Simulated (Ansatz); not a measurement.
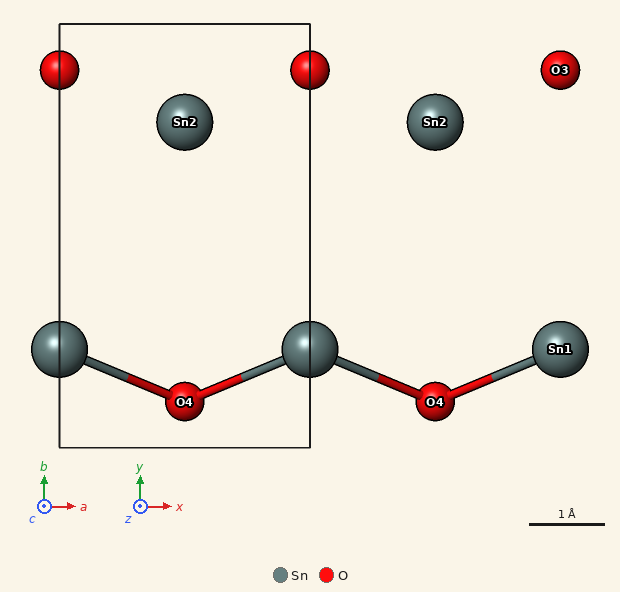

A scan of solid SnO (Pmn2_1): the cell is strained along x alone, with the atoms kept at their fractional coordinates. x, y and z are the Cartesian axes of the input. The picture shows the reference cell. A ball-and-stick model of the cell of the calculation, repeated 2 × 1 × 1 with one cell outlined, seen along the c axis.

Theory: DFT LDA, scalar-relativistic, plane waves, PAW in Ansatz 0.2.0. Settings: plane-wave cutoff 420 eV; k-point mesh 8 × 6 × 6; occupations gaussian; smearing width 0.05 eV; no spin polarisation. Energies (free energies at the smearing named) are counted from the cell as listed in its source, which wasn't relaxed.

Input file:
```yaml
crystal:
  lattice:
    - [3.355005, 0.0, 0.0]
    - [0.0, 5.674104, 0.0]
    - [0.0, 0.0, 4.22197]
  atoms:
    - { symbol: Sn, position: [0.0, 0.231909, 0.513144] }
    - { symbol: Sn, position: [0.5, 0.768091, 0.013144] }
    - { symbol: O, position: [0.0, 0.89125, 0.736857] }
    - { symbol: O, position: [0.5, 0.10875, 0.236857] }
basis:
  ecutwfc: 420
kpoints:
  mp_grid: { grid: [8, 6, 6] }
hamiltonian:
  xc: lda
scf:
  occupations: { method: gaussian, width: 0.05 }
output:
  forces: true
  stress: true
  eigenvalues: true
  write_density: true
  write_potential: true
  elf: true
  volumetric_format: npy
```

Command:
```bash
ansatz run input.yaml --threads 1 --pin off --max-ram 2560MiB --backend cpu --events-out ev --progress --plain --runs-dir out
```

What energies does the calculation give (the strain: −0.1000, −0.0750, −0.0500, −0.0250, 0.0000, 0.0250, 0.0500, 0.0750, 0.0875, 0.1000)?

Answer.
```tsv
strain	E − E(ref) (meV/atom)
−0.1000	35.2
−0.0750	−0.3
−0.0500	−15.5
−0.0250	−14.3
0.0000	0.0
0.0250	24.9
0.0500	58.1
0.0750	97.9
0.0875	119.8
0.1000	142.9
```

Of the computed points the lowest is at the strain −0.05, −15.5 meV/atom. The end points stand at 35.2 meV/atom (−0.10) and 142.9 meV/atom (0.10). The unrelaxed reference is under a pressure of −5.5 GPa, which tilts the curve. The distortion keeps the space group Pmn2_1. At the strain −0.10 the cell of the drawing goes a 3.355 → 3.020 Å.

As a plot:

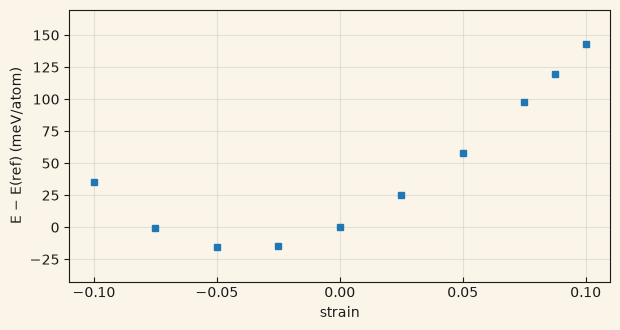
